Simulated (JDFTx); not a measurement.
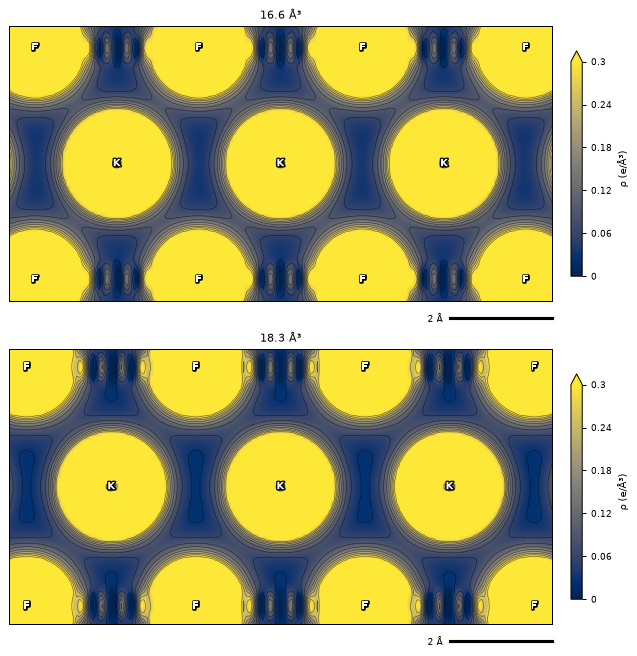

KF. The valence pseudo-density of cells scaled evenly to different volumes (given per atom above each panel), on the (110) plane of each (indices in the axes of the cell below), at one length scale and on one colour scale.

A structure from a database of computed crystals, not necessarily the ambient phase.

Level of theory: Kohn-Sham DFT of a periodic cell, PBE, PseudoDojo-SR-PBE-0.5-standard in JDFTx 1.7.0 (patched build).

The largest cell:

```
CELL_PARAMETERS angstrom
3.32287 0.00000 0.00000
0.00000 3.32287 0.00000
0.00000 0.00000 3.32287
ATOMIC_POSITIONS crystal
K 0.00000 0.00000 0.00000
F 0.50000 0.50000 0.50000
```

| volume (Å³/atom) | K–F contact in the plane (Å) | ρ at its midpoint (e/Å³) | pressure (GPa) | gap on the mesh (eV) | 
| --- | --- | --- | --- | --- |
| 16.61 | 2.784 | 0.095 | 1.4 | 6.58 | 
| 17.65 | 2.841 | ? | ? | ? | 
| 18.34 | 2.878 | 0.077 | −1.7 | 5.90 | 

> Estimate the missing row, and compare with the calculation.

Over the known rows ln ρ falls by 2.23 per Å of K–F distance (the line through the two), which gives 0.084 e/Å³ at 2.841 Å; the calculation gives 0.084 e/Å³. For the pressure, a straight line in volume between the neighbouring rows gives −0.5 GPa; the calculation gives −0.7. For the gap on the mesh, a straight line in volume between the neighbouring rows gives 6.17 eV; the calculation gives 6.15.
